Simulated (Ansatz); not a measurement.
System: PbSe, space group Cmcm (No. 63).

Starting cell:
```xyz
4
Lattice="2.1549 -6.1339 0.0000 2.1549 6.1339 0.0000 0.0000 0.0000 4.4505" Properties=species:S:1:pos:R:3 pbc="T T T"
Pb    2.1549    1.6164    1.1126
Pb    2.1549   -1.6164    3.3379
Se    2.1549    4.4323    1.1126
Se    2.1549   -4.4323    3.3379
```

Computed with Ansatz 0.2.0: plane-wave DFT, no spin polarisation; energies at scaled volumes of the given cell, shape and fractions fixed, counted from the fit's minimum, third-order Birch-Murnaghan fit. Level: PBE.

- k mesh: 7×7×6
- occupations: Fermi–Dirac
- smearing width: 0.05 eV
- potentials: Ansatz PAW
- wave cutoff: 420 eV
- density cutoff: 1680 eV

Predict the energy and pressure against volume. The volume takes the values 27.65, 28.24, 28.82, 29.41, 30.00, 30.59, 31.18 Å³/atom.

A third-order Birch–Murnaghan fit gives V0 = 30.05 Å³/atom, B0 = 44.9 GPa and B′ = 4.4. The energy is 31.31 meV/atom at volume 27.65 Å³/atom and 5.52 meV/atom at 31.18 Å³/atom; the lowest computed point is at volume 30.00 Å³/atom (0.01 meV/atom), and no other minimum shows. The pressure falls from 4.50 GPa at volume 27.65 Å³/atom to −1.52 GPa at 31.18 Å³/atom, and changes sign near 30.06 Å³/atom.

| volume (Å³/atom) | energy (meV/atom) | pressure (GPa) |
| --- | --- | --- |
| 27.65 | 31.31 | 4.50 |
| 28.24 | 17.20 | 3.21 |
| 28.82 | 7.57 | 2.05 |
| 29.41 | 1.98 | 1.01 |
| 30.00 | 0.01 | 0.08 |
| 30.59 | 1.30 | −0.76 |
| 31.18 | 5.52 | −1.52 |

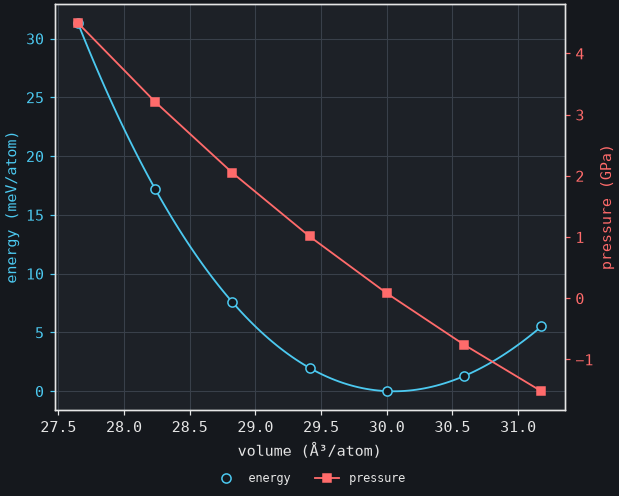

Caveats: spin-orbit coupling left out, heavy elements; shape and atomic fractions are frozen while scaling, which makes layered, chain and framework solids too stiff.
